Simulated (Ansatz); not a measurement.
Geometry relaxation of Al2As2H (part 2 of 4)

The same run, continued: Al2As2H (slab, 10 atoms in the cell); DFT PBEsol, scalar-relativistic, plane waves, PAW, no spin polarisation (Ansatz 0.2.0); cutoff 420 eV, 7×5×1 k-mesh, Gaussian smearing of 0.05 eV. The structure derives from an entry of the Crystallography Open Database. The input holds or restrains some coordinates. Forces given for the steps count only the free coordinates. It belongs to a series of runs on one base structure; here: H2 put at a hollow Al-As-Al site.

Geometry of the input (Å; fractional positions):
```
4.0125  0.0000  0.0000
0.0000  5.6746  0.0000
0.0000  0.0000  25.0188
Al 0.5000  0.5000  0.3397
As 0.0000  0.2500  0.3397
Al 0.0000  0.0000  0.4199
As 0.5000  0.7500  0.4199
Al 0.5000  0.5024  0.5037
As 0.0000  0.2549  0.5004
Al 0.0000  -0.0744  0.5609
As 0.5000  0.7192  0.5886
H  0.5000  0.1902  0.5734
H  0.4885  0.3221  0.5734
```

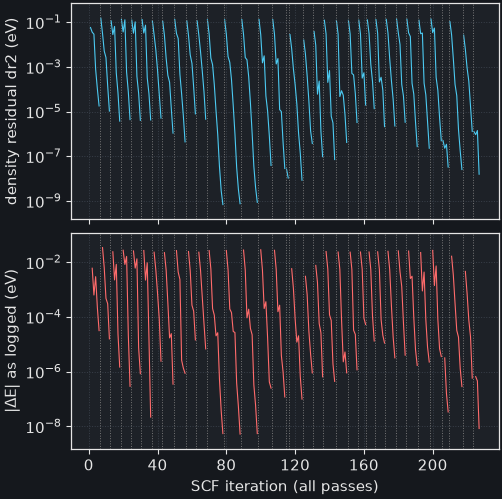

*Convergence of the self-consistent field: density residual dr2 and size of the energy change against the SCF iteration. The dotted lines part the SCF passes of the relaxation: geometry steps, rejected trials and re-solves on a re-selected basis.*

The 35 passes take 2 to 10 iterations each, 227 in all.

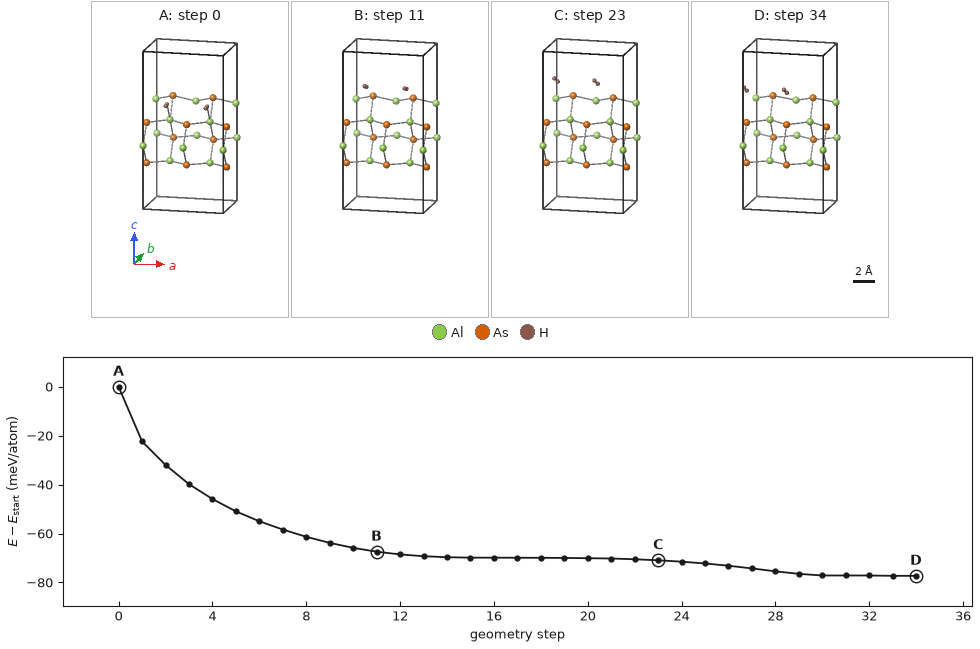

*Frames of the restrained relaxation (ball-and-stick view of the 2 × 1 repeat of the cell, with the vacuum cut short, seen slightly off an axis) above the curves, on which the letters mark them (the first geometry is step 0 here and step 1 in the log).*

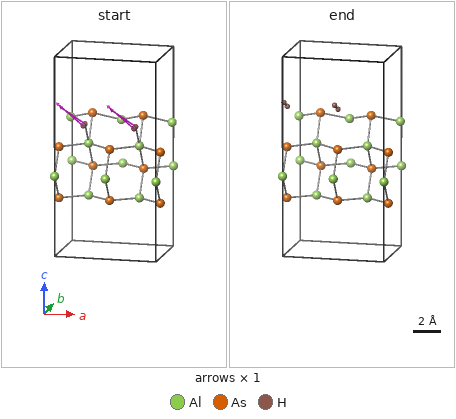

*Before (left) and after (right) the restrained relaxation, at one scale (ball-and-stick view of the 2 × 1 repeat of the cell, with the vacuum cut short, seen slightly off an axis). The pink arrows give the displacements, at true length.*

The atom that moves furthest is H9 (2.78 Å). Largest moves by element: H 2.78 Å, Al 0.08 Å, As 0.01 Å. The cell stays as it was. Among the contacts that change: Al5–H10 2.022 → 3.973 Å, H9–H10 0.750 → 0.774 Å, Al3–As6 2.479 → 2.469 Å, As6–Al7 2.405 → 2.412 Å. Among the angles that change: Al3–As6–Al7 93.3° → 95.5°, Al5–As8–Al7 89.7° → 91.8°. Over 34 geometry steps the energy falls by 77.3 meV per atom. The largest force component goes from 1.2 to 0.024 eV/Å. (Atoms are counted from 1 in the order of the input.)

```
WARN: The output density's exchange-correlation potential varies sharply where the density is thin. Do not read a vacuum level from v_tot or v_xc, or from such a field of the output density. On a cell that repeats whose density bears no net charge and no dipole along the vacuum's axis use v_es (v_loc + v_h of the components); under efield.dipole_correction with no amplitude use v_es + v_field, which holds any external_charges[].barrier, or the levels of the report's work_function block, which leave it out; under a non-zero efield.amplitude the vacuum is tilted and has no level; on a cell that repeats and bears such a dipole with no correction it is tilted too, and efield.dipole_correction with no amplitude gives each side of its ramp a level where efield: is served; in a cell that repeats whose density bears a net charge (total_charge, or a fill off its count) it is curved and has none; of a slab under crystal.periodic whose density bears no net charge use v_es, which has a level on each side, short of where the two are joined; of another it falls or rises all the way out and has none; of a slab beside external_charges read slab_vacuum_level instead, which it has where they leave it neutral. The grid or the basis barely resolves most such structure, and the values can differ between equally converged runs; as a rule a tighter scf.convergence.dr2_threshold does not remove it. Where the density itself ripples (under the LDA too) a higher basis.ecutwfc lessens it. The files hold the spikes' plane waves up to the density's cutoff. Files: v_tot_of_output_density and the like, and their columns of v_z.tsv (output.write_potential); v_xc_of_output_density and the like, and their columns of v_comp_z.tsv (output.write_potential_components). Measured: with its Gaussian average of σ = 0.25 Å subtracted twice, the exchange-correlation potential is over 0.1 eV at 59 of the grid points where the equally averaged density (valence and model cores) is under 1e-3 e/Å³, and 0.316 eV at the most among them, at an averaged density of 8.9e-4 e/Å³. The input density's (outcome.potential() and, of a run that writes arrays, v_tot and v_xc) is over 0.1 eV, so measured, at 58 points of its own thin density, 0.311 eV at the most. See output.write_potential in the manual, Limitations
SCF converged after 4 iterations
Free energy (F): -21382.076187 eV
Harris-Foulkes:  -21382.076187 eV  (|F-HF|=1.82e-9)
Internal energy: -21382.076187 eV  (E = F + TS)
E sigma→0 (E₀):  -21382.076187 eV
Fermi energy:    -0.635023 eV
Dipole field:    D = 0.012364 V/Å  (p = 0.038924 e·Å, saw-weighted, corrected)
Work function:   Φ+ = 4.0933 eV   Φ− = 4.4026 eV
Levels:          The Fermi level and band energies are counted from a zero that moves with the ramp; work functions are not
--- Per-component energies (eV) ---
  E_band       = -1614.154766
  E_kinetic    = 525.876508
  E_local      = -49406.708153  (includes V_loc(G=0)·N_el)
  E_nonlocal   = -2627.861431
  E_hartree    = 24718.712920
  E_xc         = -485.048999
  E_vxc        = -450.107298  (∫ρ·V_xc dr)
  E_paw        = -8992.556977  (= ΣΔE_a)
  E_vpaw       = 907.253284  (= ΣTr[D̂ρ^β])
  E_aug_tail   = -0.002352  (compensation charges beyond the density's cutoff)
  E_efield     = 0.000241  (sawtooth field / dipole correction)
  E_vefield    = -0.039117  (∫n·V_field dr)
  E_ewald      = 14881.569785
  E_core_change = 3.942271  (= ΣΔE_core)
  E_smearing   = -0.000000  (= −TS)
  E_closure    = -0.000000  (closes the sum)
  Σ components = -21382.076187   (vs F -21382.076187, Δ=0.00e0)
--- Forces (eV/Å), atoms counted from 1 ---
  atom   1  Al     0.00044812    -1.12055258     1.37531771
  atom   2  As    -0.00007745     0.37777003    -1.17923317
  atom   3  Al     0.00093899     0.40937953     0.02590765
  atom   4  As     0.00077568     0.33098588    -0.22999006
  atom   5  Al    -0.00214805    -0.00533473     0.00356812
  atom   6  As    -0.00062644     0.00139481     0.00454702
  atom   7  Al    -0.00382973     0.00195855     0.00676163
  atom   8  As     0.00337324     0.00282290    -0.00313875
  atom   9  H      0.00775703     0.02346992    -0.02377611
  atom  10  H     -0.00666178    -0.02188607     0.02007259
  max |Σ_I F_I| component: 5.04e-5 eV/Å
--- Band table (eV; the first three rows and the last of 18) ---
  k-point 0: bands = ["-35.7355", "-35.7266", "-35.7225", "-35.7085", "-35.7018", "-35.6972", "-35.6895", "-35.6825", "-35.6722", "-35.6633", "-35.4271", "-35.4138", "-35.4017", "-35.3818", "-35.3785", "-35.2110", "-35.2067", "-35.1394", "-35.1203", "-35.1048", "-12.7694", "-11.9198", "-11.1835", "-10.8659", "-8.1391", "-6.3478", "-5.4765", "-4.7124", "-4.0467", "-3.2871", "-3.1296", "-2.9214", "-2.3795", "-2.1145", "-1.6222", "-1.2296", "-1.2217", "-0.0472", "0.5170", "1.4633", "1.6802", "1.9875", "2.5269", "3.0593", "3.1397", "3.3649", "3.5260"]
  k-point 1: bands = ["-35.7355", "-35.7266", "-35.7225", "-35.7085", "-35.7018", "-35.6972", "-35.6895", "-35.6825", "-35.6722", "-35.6633", "-35.4271", "-35.4138", "-35.4017", "-35.3818", "-35.3785", "-35.2110", "-35.2067", "-35.1394", "-35.1203", "-35.1048", "-12.6501", "-11.8602", "-11.3207", "-10.9949", "-8.1827", "-6.1777", "-5.8004", "-4.7317", "-3.5789", "-3.5033", "-3.0049", "-2.7679", "-2.3122", "-1.9601", "-1.7211", "-1.4277", "-1.2577", "0.1225", "0.6821", "1.3889", "1.6690", "1.9237", "2.1697", "3.1815", "3.2820", "3.5371", "3.5960"]
  k-point 2: bands = ["-35.7355", "-35.7266", "-35.7225", "-35.7085", "-35.7018", "-35.6972", "-35.6895", "-35.6825", "-35.6722", "-35.6633", "-35.4271", "-35.4138", "-35.4017", "-35.3818", "-35.3784", "-35.2110", "-35.2067", "-35.1394", "-35.1203", "-35.1048", "-12.3155", "-11.8821", "-11.5846", "-11.1716", "-8.2419", "-6.2739", "-5.7185", "-4.8220", "-3.9553", "-2.7279", "-2.6531", "-2.4454", "-2.1970", "-2.0867", "-1.8756", "-1.6917", "-1.2469", "-0.0135", "0.9606", "1.2818", "1.7383", "1.9617", "2.5516", "2.8744", "3.2407", "3.5222", "3.6709"]
  k-point 17: bands = ["-35.7349", "-35.7266", "-35.7228", "-35.7089", "-35.7010", "-35.6970", "-35.6899", "-35.6824", "-35.6711", "-35.6635", "-35.4260", "-35.4141", "-35.4021", "-35.3818", "-35.3782", "-35.2101", "-35.2070", "-35.1394", "-35.1206", "-35.1042", "-11.7305", "-11.3914", "-10.9680", "-10.5995", "-8.1922", "-6.3240", "-6.0975", "-5.7803", "-5.6870", "-4.0102", "-3.7730", "-3.4094", "-3.1160", "-2.8803", "-2.6291", "-2.0305", "-1.1987", "-0.1037", "0.4350", "1.5116", "1.8057", "1.9146", "2.3077", "2.8925", "3.3444", "3.5967", "3.9772"]
--- Relaxed structure (35 steps of the walk, 35 accepted, 0 SCFs on fresh bases) ---
  F+E_penalty+E_count = -21382.07618712 eV   max|allowed force component| = 2.378e-2 eV/Å
  atoms:
    - { symbol: Al, position: [0.5, 0.5, 0.3397442611] }
    - { symbol: As, position: [0.0, 0.25, 0.3397442611] }
    - { symbol: Al, position: [0.0, 0.0, 0.4199348117] }
    - { symbol: As, position: [0.5, 0.75, 0.4199348117] }
    - { symbol: Al, position: [0.50053864414107, 0.5022000325283, 0.5035221160893456] }
    - { symbol: As, position: [0.00047970691462849137, 0.25376852538652866, 0.5001019288347192] }
    - { symbol: Al, position: [-1.2103635532104801e-5, -0.066232367846856, 0.5635440957232505] }
    - { symbol: As, position: [0.49979735040357715, 0.7188118550450464, 0.5884142904628861] }
    - { symbol: H, position: [-0.01916530691723334, 0.13092612998686146, 0.6457929532192889] }
    - { symbol: H, position: [0.010233354380958157, 0.2410747482418347, 0.628144258227256] }
```

## Trajectory as extended XYZ (Å, eV, eV/Å), 35 frames, from step=1 to step=35
```
10
Lattice="4.0125 0.0000 0.0000 0.0000 5.6746 0.0000 0.0000 0.0000 25.0188" Properties=species:S:1:pos:R:3:forces:R:3 step=1 energy=-21381.30343
Al    2.0063    2.8373    8.5000   -0.0001  -1.1207   1.3740
As    0.0000    1.4186    8.5000    0.0003   0.3982  -1.2060
Al    0.0000    0.0000   10.5063   -0.0043   0.4855   0.0837
As    2.0063    4.2559   10.5063    0.0001   0.3385  -0.2161
Al    2.0063    2.8509   12.6030    0.0122  -0.0054  -0.5602
As    0.0000    1.4463   12.5192   -0.0413   0.0460  -0.5631
Al    0.0000   -0.4221   14.0336    0.0001  -0.0453  -0.1335
As    2.0063    4.0813   14.7263   -0.0042   0.3771   0.1202
H     2.0063    1.0791   14.3463    0.0818  -1.2353   0.2623
H     1.9601    1.8276   14.3463   -0.0445   0.7610   0.8385
10
Lattice="4.0125 0.0000 0.0000 0.0000 5.6746 0.0000 0.0000 0.0000 25.0188" Properties=species:S:1:pos:R:3:forces:R:3 step=2 energy=-21381.52681
Al    2.0063    2.8373    8.5000   -0.0008  -1.1306   1.3490
As    0.0000    1.4186    8.5000    0.0000   0.4178  -1.2357
Al    0.0000    0.0000   10.5063   -0.0029   0.3325  -0.1758
As    2.0063    4.2559   10.5063   -0.0018   0.3967  -0.2957
Al    2.0025    2.8527   12.5794   -0.0101   0.0792  -0.0808
As   -0.0057    1.4687   12.4451    0.0111   0.0185   0.0103
Al   -0.0015   -0.3947   13.9750    0.0056   0.0232  -0.1224
As    2.0047    4.1392   14.7018   -0.0063  -0.0691  -0.1014
H     2.0140    1.0077   14.4739   -0.0063  -0.1320   0.2132
H     1.9689    1.7853   14.5341    0.0114   0.0649   0.4378
10
Lattice="4.0125 0.0000 0.0000 0.0000 5.6746 0.0000 0.0000 0.0000 25.0188" Properties=species:S:1:pos:R:3:forces:R:3 step=3 energy=-21381.62281
Al    2.0063    2.8373    8.5000   -0.0008  -1.1280   1.3458
As    0.0000    1.4186    8.5000    0.0000   0.4162  -1.2362
Al    0.0000    0.0000   10.5063   -0.0025   0.2863  -0.2357
As    2.0063    4.2559   10.5063   -0.0016   0.3981  -0.3238
Al    2.0026    2.8483   12.5702   -0.0074   0.0748   0.0093
As   -0.0050    1.4697   12.4326    0.0074   0.0016   0.1841
Al   -0.0007   -0.4056   13.9454   -0.0003   0.0605  -0.0456
As    2.0051    4.1322   14.6830   -0.0008  -0.0322  -0.1433
H     2.0044    1.0153   14.6146   -0.0177   0.1881   0.2340
H     1.9747    1.7988   14.7284    0.0236  -0.2653   0.2105
10
Lattice="4.0125 0.0000 0.0000 0.0000 5.6746 0.0000 0.0000 0.0000 25.0188" Properties=species:S:1:pos:R:3:forces:R:3 step=4 energy=-21381.70146
Al    2.0063    2.8373    8.5000   -0.0006  -1.1185   1.3535
As    0.0000    1.4186    8.5000   -0.0001   0.4048  -1.2221
Al    0.0000    0.0000   10.5063   -0.0015   0.3278  -0.1575
As    2.0063    4.2559   10.5063   -0.0016   0.3879  -0.3298
Al    2.0025    2.8514   12.5727   -0.0002   0.0266  -0.0197
As   -0.0042    1.4712   12.4505    0.0029  -0.0065   0.1114
Al   -0.0005   -0.4069   13.9414   -0.0038   0.0270   0.0090
As    2.0051    4.1256   14.6672    0.0032  -0.0357  -0.0927
H     1.9984    0.9904   14.8050   -0.0068   0.2037   0.2045
H     1.9869    1.7726   14.9031    0.0085  -0.2167   0.1425
10
Lattice="4.0125 0.0000 0.0000 0.0000 5.6746 0.0000 0.0000 0.0000 25.0188" Properties=species:S:1:pos:R:3:forces:R:3 step=5 energy=-21381.76213
Al    2.0063    2.8373    8.5000   -0.0005  -1.1072   1.3627
As    0.0000    1.4186    8.5000   -0.0001   0.3905  -1.2054
Al    0.0000    0.0000   10.5063   -0.0009   0.3608  -0.0824
As    2.0063    4.2559   10.5063   -0.0013   0.3768  -0.3467
Al    2.0031    2.8485   12.5697    0.0039  -0.0121  -0.0637
As   -0.0030    1.4669   12.4718   -0.0011   0.0061   0.0089
Al   -0.0004   -0.4104   13.9470   -0.0009  -0.0084   0.0433
As    2.0056    4.1128   14.6498    0.0012   0.0322  -0.0115
H     1.9965    0.9921   14.9991   -0.0032   0.0349   0.1618
H     1.9900    1.7694   15.0640    0.0028  -0.0734   0.1322
10
Lattice="4.0125 0.0000 0.0000 0.0000 5.6746 0.0000 0.0000 0.0000 25.0188" Properties=species:S:1:pos:R:3:forces:R:3 step=6 energy=-21381.81286
Al    2.0063    2.8373    8.5000   -0.0002  -1.1000   1.3686
As    0.0000    1.4186    8.5000    0.0001   0.3795  -1.1938
Al    0.0000    0.0000   10.5063   -0.0003   0.3815  -0.0260
As    2.0063    4.2559   10.5063   -0.0004   0.3859  -0.3868
Al    2.0050    2.8466   12.5604    0.0038  -0.0343  -0.0133
As   -0.0011    1.4635   12.4869   -0.0025   0.0079  -0.0490
Al    0.0007   -0.4097   13.9617    0.0013  -0.0167   0.0272
As    2.0069    4.1065   14.6391    0.0006  -0.0066   0.0225
H     1.9914    0.9732   15.1931   -0.0021  -0.0107   0.1429
H     1.9882    1.7473   15.2337   -0.0002   0.0137   0.1067
10
Lattice="4.0125 0.0000 0.0000 0.0000 5.6746 0.0000 0.0000 0.0000 25.0188" Properties=species:S:1:pos:R:3:forces:R:3 step=7 energy=-21381.85316
Al    2.0063    2.8373    8.5000   -0.0001  -1.0943   1.3734
As    0.0000    1.4186    8.5000    0.0003   0.3717  -1.1858
Al    0.0000    0.0000   10.5063    0.0003   0.3776  -0.0083
As    2.0063    4.2559   10.5063    0.0005   0.3746  -0.3911
Al    2.0068    2.8387   12.5561    0.0017  -0.0204  -0.0021
As    0.0005    1.4558   12.4960   -0.0010   0.0022  -0.0545
Al    0.0022   -0.4155   13.9760    0.0025  -0.0107   0.0127
As    2.0085    4.0935   14.6370    0.0002   0.0289   0.0405
H     1.9868    0.9774   15.3880   -0.0028  -0.0307   0.1229
H     1.9852    1.7506   15.3797   -0.0016   0.0013   0.0913
10
Lattice="4.0125 0.0000 0.0000 0.0000 5.6746 0.0000 0.0000 0.0000 25.0188" Properties=species:S:1:pos:R:3:forces:R:3 step=8 energy=-21381.88705
Al    2.0063    2.8373    8.5000    0.0001  -1.0943   1.3739
As    0.0000    1.4186    8.5000    0.0004   0.3727  -1.1863
Al    0.0000    0.0000   10.5063    0.0009   0.3731  -0.0138
As    2.0063    4.2559   10.5063    0.0013   0.3756  -0.3755
Al    2.0082    2.8429   12.5626    0.0005  -0.0059   0.0247
As    0.0018    1.4585   12.4937    0.0007  -0.0007  -0.0117
Al    0.0042   -0.4065   13.9874    0.0020   0.0009  -0.0106
As    2.0104    4.1027   14.6471    0.0004  -0.0473   0.0129
H     1.9813    0.9544   15.5816   -0.0036   0.0915   0.0936
H     1.9804    1.7260   15.5152   -0.0027  -0.0658   0.0923
10
Lattice="4.0125 0.0000 0.0000 0.0000 5.6746 0.0000 0.0000 0.0000 25.0188" Properties=species:S:1:pos:R:3:forces:R:3 step=9 energy=-21381.91667
Al    2.0063    2.8373    8.5000    0.0003  -1.0925   1.3782
As    0.0000    1.4186    8.5000    0.0006   0.3695  -1.1841
Al    0.0000    0.0000   10.5063    0.0015   0.3636  -0.0178
As    2.0063    4.2559   10.5063    0.0023   0.3417  -0.3388
Al    2.0098    2.8343   12.5683    0.0009  -0.0040  -0.0354
As    0.0035    1.4487   12.4993    0.0000  -0.0148   0.0004
Al    0.0067   -0.4241   13.9900    0.0001  -0.0154   0.0205
As    2.0128    4.0765   14.6566    0.0020   0.1051   0.0219
H     1.9723    0.9860   15.7713   -0.0044  -0.1902   0.1103
H     1.9726    1.7457   15.6855   -0.0034   0.1369   0.0447
10
Lattice="4.0125 0.0000 0.0000 0.0000 5.6746 0.0000 0.0000 0.0000 25.0188" Properties=species:S:1:pos:R:3:forces:R:3 step=10 energy=-21381.94148
Al    2.0063    2.8373    8.5000    0.0004  -1.0947   1.3778
As    0.0000    1.4186    8.5000    0.0008   0.3733  -1.1869
Al    0.0000    0.0000   10.5063    0.0022   0.3818  -0.0004
As    2.0063    4.2559   10.5063    0.0030   0.3516  -0.3246
Al    2.0111    2.8457   12.5778    0.0012  -0.0097  -0.0024
As    0.0048    1.4556   12.5004    0.0000   0.0163  -0.0094
Al    0.0087   -0.4077   14.0001    0.0006   0.0101  -0.0002
As    2.0148    4.1030   14.6664    0.0002  -0.0480   0.0189
H     1.9612    0.9519   15.9631   -0.0035   0.1394   0.0429
H     1.9639    1.7107   15.8182   -0.0049  -0.1190   0.0831
10
Lattice="4.0125 0.0000 0.0000 0.0000 5.6746 0.0000 0.0000 0.0000 25.0188" Properties=species:S:1:pos:R:3:forces:R:3 step=11 energy=-21381.96181
Al    2.0063    2.8373    8.5000    0.0006  -1.0956   1.3794
As    0.0000    1.4186    8.5000    0.0009   0.3734  -1.1869
Al    0.0000    0.0000   10.5063    0.0026   0.3861   0.0090
As    2.0063    4.2559   10.5063    0.0037   0.3426  -0.3064
Al    2.0124    2.8447   12.5820    0.0006   0.0056  -0.0022
As    0.0060    1.4537   12.5040    0.0001  -0.0014  -0.0080
Al    0.0102   -0.4091   14.0091    0.0002  -0.0032   0.0038
As    2.0163    4.0966   14.6769   -0.0001  -0.0126   0.0115
H     1.9473    0.9628   16.1528   -0.0049   0.0063   0.0528
H     1.9492    1.7071   15.9681   -0.0037  -0.0018   0.0471
```
